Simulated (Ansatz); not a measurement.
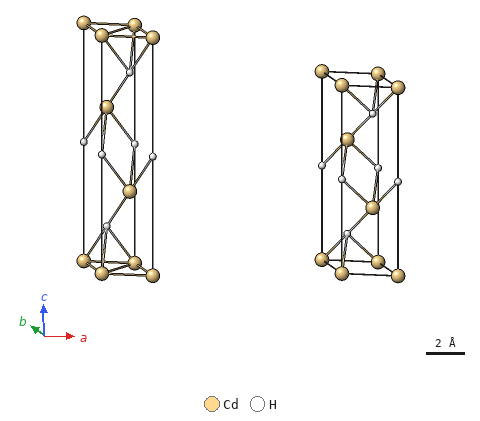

Two geometries of crystalline CdH (built on the CuPt (L1_1)_166 type), drawn at one scale. One is the start of a relaxation, the other its converged end. Style: ball-and-stick. Shown: the conventional cell (3 times the calculation's cell), slightly off an axis. Lengths and directions refer to the drawn axes.

All numbers below come from Ansatz 0.2.0, DFT PBE, scalar-relativistic, plane waves, PAW. (plane-wave cutoff 420 eV; k-point mesh 24 × 24 × 24; occupations gaussian; smearing width 0.1 eV; no spin polarisation; cell and atoms relaxed; force threshold 0.01 eV/Å; at most 80 steps)

Which one is relaxed?

Answer. The right one is the relaxed one. Case: CuPt (L1_1) type (R-3m, No. 166). No atom moves by more than 0.005 Å relative to the cell. The drawn cell changes as follows: a = b 2.761 → 3.043 Å (+10.2 %), c 13.191 → 10.432 Å (−20.9 %); the volume changes by −4.0 %. Among the contacts that change: Cd–Cd 2.761 → 3.043 Å, Cd–H 2.716 → 2.472 Å. The space group stays R-3m (No. 166). After 8 accepted moves (10 points after the start) the energy has fallen by 205 meV per atom. All forces vanish by symmetry, so only the cell relaxes. The pressure goes from 3.24 to 0.02 GPa. At 2 points the geometry stayed and the basis and grid were re-selected for the new cell (energy shift of 1.2 meV per atom at most each time). The run took 5.6 min on 1 thread of Arm Neoverse V2 (shared host), peak memory 0.79 GiB.
